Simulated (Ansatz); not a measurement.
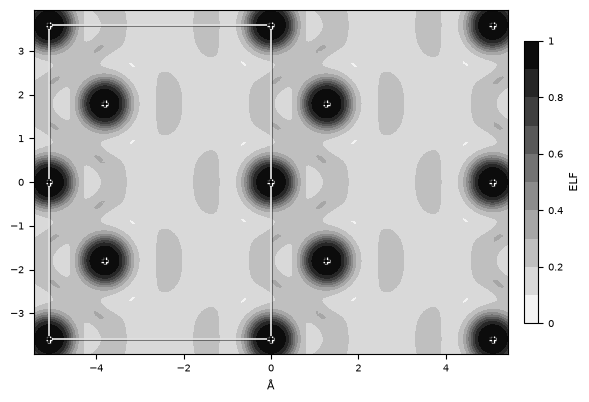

The electron localisation function on a plane through atoms (crosses mark nuclei in the plane).

Level of theory: Ansatz, DFT, PBE, plane waves (420 eV) with PAW, scalar-relativistic.

Candidates:
A. Co, a = 5.08 Å, b = 5.08 Å, c = 5.08 Å, α = 90.00°, β = 90.00°, γ = 90.00°. Space group Fd-3m; set up as Co, diamond; a generated structure, not necessarily the stable one; spin-polarised.
B. Rh, a = 2.43 Å, b = 2.43 Å, c = 2.43 Å, α = 90.00°, β = 90.00°, γ = 90.00°. Space group Pm-3m; set up as Rh, simple cubic; a generated structure, not necessarily the stable one; changed on purpose from its base cell (volume × 0.88); computed pressure about 32 GPa in this cell; computed without spin polarisation.
C. W, a = 2.73 Å, b = 5.46 Å, c = 9.19 Å, α = 90.00°, β = 89.99°, γ = 90.00°. Space group Fddd; set up as W, beta-Sn type; a generated structure, not necessarily the stable one; changed on purpose from its base cell (volume × 1.04); computed pressure about −10 GPa in this cell.

### Which system is this?

Candidate A: Co on the (110) plane of the conventional cell, which holds Co. Co–Co (2.20 Å): the ELF is about 0.30 at the midpoint; no shared electron pair shows on this line.
